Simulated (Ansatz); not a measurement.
# Run report: TiAl₃, single-point calculation

The run: single-point calculation of TiAl₃ (Pmm2, 4 atoms in the cell). Method and program: DFT r2SCAN, scalar-relativistic, plane waves, PAW, no spin polarisation (Ansatz 0.2.0).

The structure derives from a Materials Project entry. Figures and captions count atoms from 1; the log counts them from 0 in places.

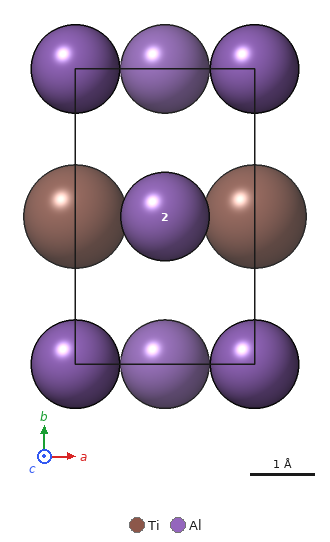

*The structure (spheres-only view of the cell of the calculation, along the c axis; atoms are numbered from 1 in the order of the input). An atom can appear more than once, as a periodic image.*

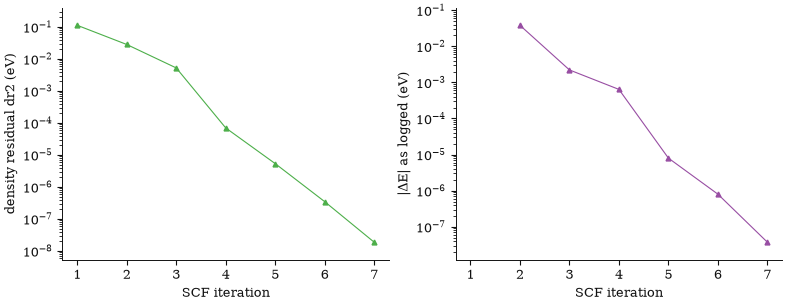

*Convergence of the self-consistent field: density residual dr2 and size of the energy change against the SCF iteration.*

The residual falls at every step.

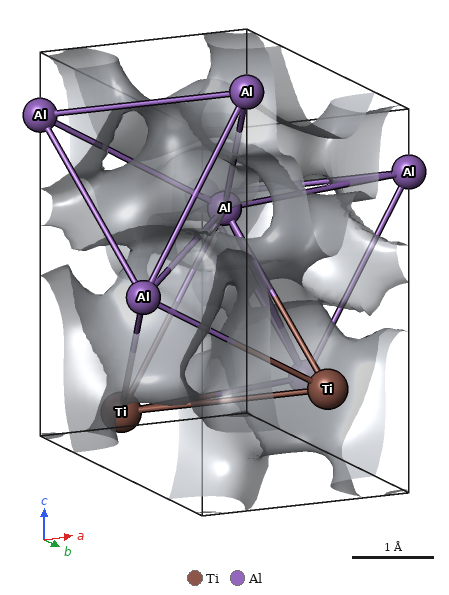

*Isosurface of the ELF at 0.55 (grey), seen at an oblique angle. Core shells and regions of very low density are left out. Sticks mark near contacts. The outline is the cell set on symmetry axes.*

Values along the shortest contacts: Al–Al (2.81 Å): the ELF peaks at about 0.60 between the atoms. Ti–Al (2.83 Å): the ELF is about 0.40 at the midpoint, which marks metallic bonding. In a PAW calculation such maps are meaningful between the atoms, not at the nuclei.

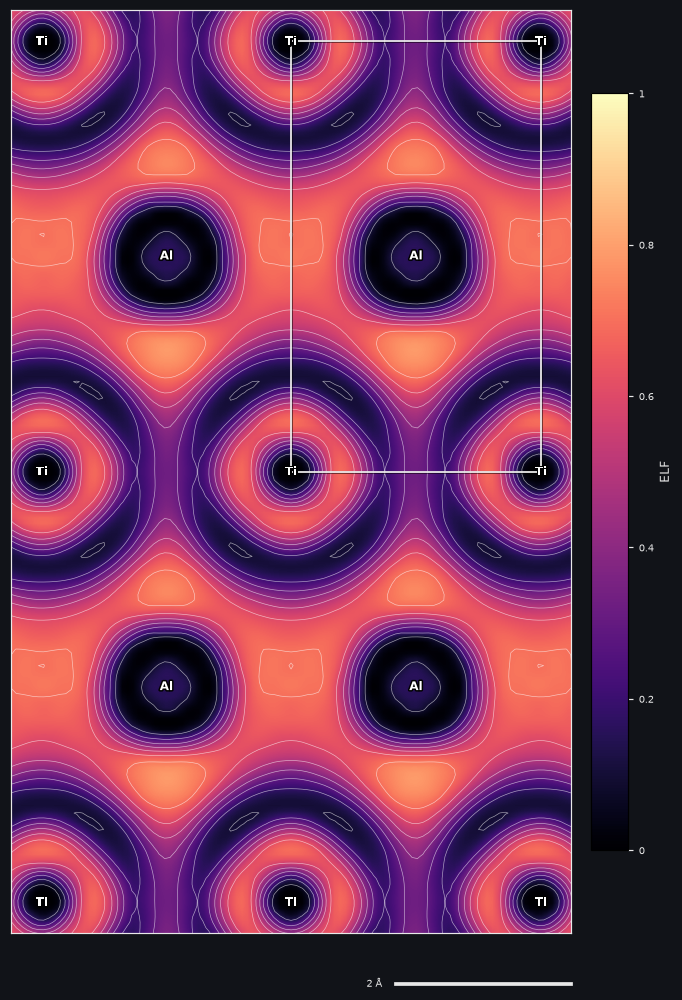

*ELF on the (010) plane of the conventional cell.*

Al–Al (2.84 Å): the ELF peaks at about 0.70 between the atoms. Ti–Al (2.83 Å): the ELF is about 0.40 at the midpoint, which marks nearly free electrons, as in a simple metal. Ti–Ti (2.84 Å): the ELF is about 0.35 at the midpoint; no localised pair between them. Al–Al (2.84 Å): the ELF peaks at about 0.70 between the atoms. The strong features right at Ti lie inside the PAW spheres (semicore, d or f shells) and say nothing about bonding.

These pictures come from the run below.

**Input file**
```yaml
crystal:
  lattice:
    - [2.839677, 0.0, 0.0]
    - [0.0, 4.681264, 0.0]
    - [0.0, 0.0, 4.900742]
  atoms:
    - { symbol: Ti, position: [0.0, 0.5, 0.165916] }
    - { symbol: Al, position: [0.5, 0.5, 0.667271] }
    - { symbol: Al, position: [0.5, 0.0, 0.330912] }
    - { symbol: Al, position: [0.0, 0.0, 0.8359] }
basis:
  ecutwfc: 500
kpoints:
  mp_grid: { grid: [14, 10, 10] }
hamiltonian:
  xc: r2scan
scf:
  occupations: { method: gaussian, width: 0.1 }
output:
  forces: true
  stress: true
  eigenvalues: true
  populations: true
  write_density: true
  write_potential: true
  elf: true
  volumetric_format: npy
```

Run as:
```bash
ansatz run input.yaml --threads 1 --pin off --max-ram 2560MiB --backend cpu --events-out ev --progress --plain --runs-dir out
```

**What the program printed**
```
Engine: ansatz 0.2.0, x86_64-unknown-linux-gnu
Pseudopotentials: kind: paw
Pseudopotential: Ti, paw, valence charge 12, recommended cutoff 500 eV (meta_gga), Ti.paw.azcp
Pseudopotential: Al, paw, valence charge 3, recommended cutoff 500 eV (meta_gga), Al.paw.azcp
Functional definition: r2SCAN
  parameter k0 = 0.174
  parameter k1 = 0.065
  parameter a1 = 4.9479
  exchange = r2scan_x(k0 = k0, k1 = k1, a1 = a1)
  correlation = r2scan_c
Crystal: 4 atoms, lattice volume = 65.147 Å³
Basis set: ecut = 500 eV, 1651 PW (Γ), exchange–correlation on 96×144×144 points (64 copies of the dense FFT grid, shifted against one another)
Bands: 15, of which v1, the nominal top of the filled ones, is band 11 counted from 1 (10 counted from 0)
Symmetry: 4 space group operations
Space group: Pmm2 (ITA 25), of the structure as read, at distance tolerance 4.0e-5 Å
k-points: 288 of 1400 (time reversal used)
Non-local potential: Ti, projectors of the file, l = 0: 3, l = 1: 2, l = 2: 3, l = 3: 1
Non-local potential: Al, projectors of the file, l = 0: 2, l = 1: 2, l = 2: 1
PAW form: soft (Blöchl's): semilocal exchange-correlation on the pseudo side does not see the compensation charge
PAW frozen core: Ti, regenerated for the run's functional (the file was generated under x = pbe(κ = 0.804, μ = 0.2195149727645171), c = pbe(β = 0.06672455060314922))
PAW frozen core: Al, regenerated for the run's functional (the file was generated under x = pbe(κ = 0.804, μ = 0.2195149727645171), c = pbe(β = 0.06672455060314922))
PAW one-centre angular grid: Ti, 590 points (default); XC on 160 Gauss nodes
PAW one-centre angular grid: Al, 302 points (default); XC on 160 Gauss nodes
Initial density: superposition of atomic densities (neutral atoms: chi_scale 0, normalization atom), corrected by the library's trained network
Initial wavefunctions: pseudopotential atomic-orbital guess
Functional: x = r2scan, c = r2scan; τ floored in thin density (d = 2e-4 eV/Å³)
SCF iter   1: F=—  HF=-4126.608883 eV  |F-HF|=—  |Δ(HF+E_count)|=         —  Δρ=1.09e-2  dr2=1.12e-1  dr2_τ=2.39e-2  ethr=1.77e-3  ⟨swp⟩=5.6  Hψ=25432  notcnv=0
preconditioner: auto → Kerker (q_TF=auto, 2.259 Å⁻¹)  [metal: Δε(μ)=0.004 eV  Ē_g=5.719 eV  σ=0.100 eV  W_gap=0.02  n_scr=10 (ndim 8)  ℏωp=16.6 eV  f_vac=0.000  D(μ)=2.56/eV (n_scr^D=20)]
SCF iter   2: F=—  HF=-4126.646897 eV  |F-HF|=—  |Δ(HF+E_count)|=   3.80e-2  Δρ=5.09e-3  dr2=2.82e-2  dr2_τ=2.90e-3  ethr=5.35e-4  ⟨swp⟩=2.9  Hψ=10786  notcnv=0  defer=31
SCF iter   3: F=—  HF=-4126.644688 eV  |F-HF|=—  |Δ(HF+E_count)|=   2.21e-3  Δρ=2.48e-3  dr2=5.22e-3  dr2_τ=8.72e-5  ethr=1.34e-4  ⟨swp⟩=2.0  Hψ=6031  notcnv=0  defer=31
SCF iter   4: F=—  HF=-4126.644049 eV  |F-HF|=—  |Δ(HF+E_count)|=   6.39e-4  Δρ=2.92e-4  dr2=6.96e-5  dr2_τ=5.62e-6  ethr=2.49e-5  ⟨swp⟩=2.5  Hψ=6044  notcnv=0  defer=31
SCF iter   5: F=—  HF=-4126.644041 eV  |F-HF|=—  |Δ(HF+E_count)|=   7.99e-6  Δρ=8.76e-5  dr2=5.34e-6  dr2_τ=3.40e-7  ethr=3.31e-7  ⟨swp⟩=2.3  Hψ=7107  notcnv=0  defer=31
SCF iter   6: F=—  HF=-4126.644040 eV  |F-HF|=—  |Δ(HF+E_count)|=   8.02e-7  Δρ=1.98e-5  dr2=3.46e-7  dr2_τ=1.65e-8  ethr=2.54e-8  ⟨swp⟩=2.4  Hψ=5956  notcnv=0  defer=31
SCF iter   7: F=-4126.644040 eV  HF=-4126.644040 eV  |F-HF|=1.46e-8  |Δ(HF+E_count)|=   3.75e-8  Δρ=4.21e-6  dr2=1.87e-8  dr2_τ=6.81e-10  ethr=4.76e-10  ⟨swp⟩=8.9  Hψ=26756  notcnv=0
SCF 1 converged in 7 iterations: F = -4126.644040 eV  dr2 = 1.87e-8
  greatest PAW one-centre occupation: 1.001 electrons in one spin orbital (limit 2), on the Ti atom at site 0 (counted from 0), in its partial waves of l = 1
SCF converged after 7 iterations
Free energy (F): -4126.644040 eV
Harris-Foulkes:  -4126.644040 eV  (|F-HF|=1.46e-8)
Internal energy: -4126.631157 eV  (E = F + TS)
E sigma→0 (E₀):  -4126.637599 eV
Entropy (-TS):   -0.012884 eV (-3.221 meV/atom)
Fermi energy:    9.362756 eV
--- Per-component energies (eV) ---
  E_band       = -173.121307
  E_kinetic    = 342.702605
  E_local      = -1287.007994  (includes V_loc(G=0)·N_el)
  E_nonlocal   = 37.083967
  E_hartree    = 569.647565
  E_xc         = -203.567264
  E_vxc        = -226.852971  (∫ρ·V_xc dr)
  E_paw        = -2476.636997  (= ΣΔE_a)
  E_vpaw       = -191.100196  (= ΣTr[D̂ρ^β])
  E_aug_tail   = 0.000090  (compensation charges beyond the density's cutoff)
  E_vtau       = 12.763636  (kinetic-family band-sum trace: ∫τ·v_τ [+ j·A + Jᵃ·Aᵃ] dr)
  E_ewald      = -1108.419348
  E_core_change = -0.433781  (= ΣΔE_core)
  E_smearing   = -0.012884  (= −TS)
  E_closure    = 0.000000  (closes the sum)
  Σ components = -4126.644040   (vs F -4126.644040, Δ=0.00e0)
--- Forces (eV/Å), atoms counted from 1 ---
  atom   1  Ti     0.00000000     0.00000000    -0.01757233
  atom   2  Al     0.00000000     0.00000000    -0.01961501
  atom   3  Al     0.00000000     0.00000000     0.04021279
  atom   4  Al     0.00000000     0.00000000    -0.00305697
  max |Σ_I F_I| component: 3.15e-5 eV/Å
--- Stress (GPa, compression-positive) ---
       -3.671998       0.000000       0.000000
        0.000000      -1.590378       0.000000
        0.000000       0.000000      -1.248017
  P = ⅓ Tr σ = -2.1701 GPa (-21.701 kbar)
--- Band table (eV; the first three rows and the last of 288) ---
  k-point 0: bands = ["-49.5473", "-24.8270", "-24.8156", "-24.4275", "-1.4035", "4.0209", "5.2509", "5.5212", "6.5844", "8.5529", "8.9522", "11.9382", "11.9902", "12.2220", "12.2487"]
  k-point 1: bands = ["-49.5473", "-24.8270", "-24.8158", "-24.4275", "-1.3391", "3.5647", "5.4269", "5.5347", "6.9663", "8.5089", "8.9102", "11.8650", "11.9266", "11.9915", "12.1617"]
  k-point 2: bands = ["-49.5473", "-24.8270", "-24.8165", "-24.4275", "-1.1486", "2.7399", "5.5714", "5.7127", "7.7366", "8.3940", "8.7654", "11.4970", "11.8969", "11.9949", "12.0307"]
  k-point 287: bands = ["-49.4909", "-24.8903", "-24.7743", "-24.7604", "5.2758", "5.5169", "5.7111", "5.8803", "6.3010", "6.4447", "8.3621", "9.1558", "10.4938", "11.6233", "11.9656"]
--- Löwdin populations: 4 sites ---
  site symbol       q [e]
     0     Ti     11.4561
     1     Al      3.1727
     2     Al      3.1791
     3     Al      2.9902
  spilling = 0.009615 (of n_electrons = 21.000000)
```

**File populations.tsv**
```
# site	symbol	l	j	q
# orbitals = lowdin
# n_electrons = 21.000000
# spilling = 0.009615
0	Ti	0_3S	-	1.867432
0	Ti	0_4S	-	0.538338
0	Ti	1_3P	-	5.985528
0	Ti	2_3D	-	3.064776
1	Al	0_3S	-	0.903259
1	Al	1_3P	-	2.269469
2	Al	0_3S	-	0.870425
2	Al	1_3P	-	2.308627
3	Al	0_3S	-	0.889681
3	Al	1_3P	-	2.100550
```

**Key numbers**

| quantity | value |
| --- | --- |
| outcome | converged |
| space group (tolerance 0.01 Å) | Pmm2 (25) |
| electrons treated | 21 |
| free energy | −4126.6440 eV |
| Fermi energy | 9.363 eV |
| gap on the k-point mesh | none (metallic) |
| pressure | −2.17 GPa |
| largest force (length of the vector) | 0.040 eV/Å |
| hardware | 1 thread of Intel Xeon @ 2.50GHz (Skylake/Cascade Lake), 189 GiB of memory available, shared host |
| wall time | 2.4 min |
| peak memory | 0.76 GiB |
